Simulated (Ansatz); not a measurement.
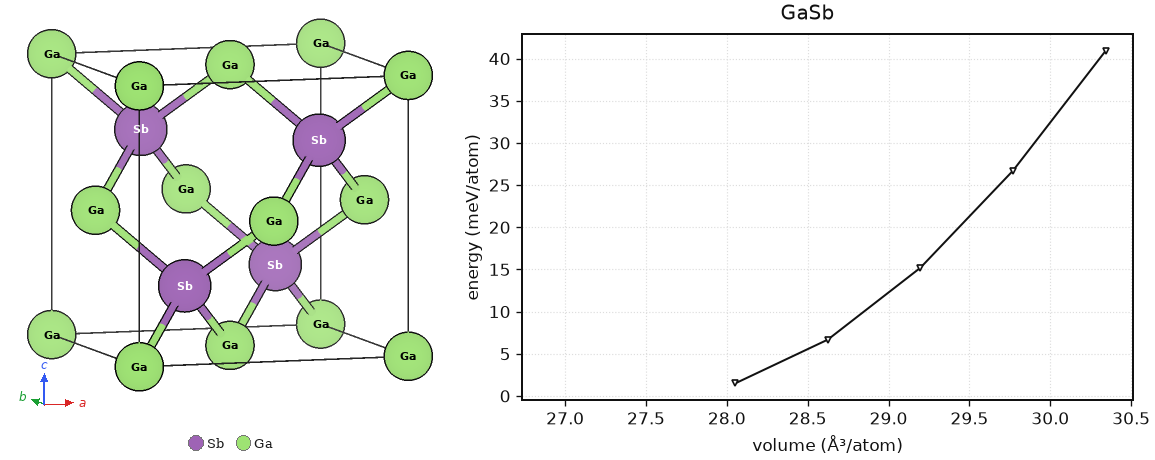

The picture above shows the energy against volume for GaSb, space group F-43m (No. 216). The conventional cell is drawn beside the plot.

Structure:
```yaml
crystal:
  lattice:
    - [0.00000, 3.05900, 3.05900]
    - [3.05900, 0.00000, 3.05900]
    - [3.05900, 3.05900, 0.00000]
  atoms:
    - { symbol: Sb, position: [0.75000, 0.75000, 0.75000] }
    - { symbol: Ga, position: [0.00000, 0.00000, 0.00000] }
```

Method: plane-wave DFT, no spin polarisation; energies at scaled volumes of the given cell, shape and fractions fixed, counted from the fit's minimum, third-order Birch-Murnaghan fit (Ansatz 0.2.0). Level: PBEsol with D3(BJ).

k mesh 8×8×8; occupations Fermi–Dirac; smearing width 0.05 eV; potentials Ansatz PAW; wave cutoff 420 eV; density cutoff 1680 eV.

The points at volume 26.91 Å³/atom and 27.48 Å³/atom are left out of the plot. What values does the calculation give there?

```json
{"volume (Å³/atom)": "26.91", "energy (meV/atom)": "2.83"}
{"volume (Å³/atom)": "27.48", "energy (meV/atom)": "0.02"}
```
